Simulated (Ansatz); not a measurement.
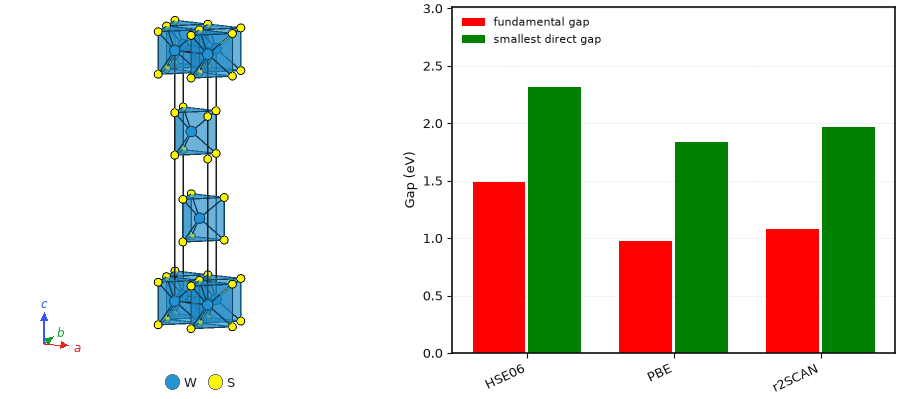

Gaps of WS$_{2}$, space group R3m (No. 160), 3 atoms in the cell, 3R (MoS2) bulk type, uniaxial (z) strain −2.0%, at several levels of theory on one cell (Ansatz, plane waves and PAW; edges over the mesh and the special points).

**How does the gap depend on the level, and does its kind change?**

In rising order: PBE 0.97 eV, r2SCAN 1.08 eV and HSE06 1.49 eV. It is indirect at every level.
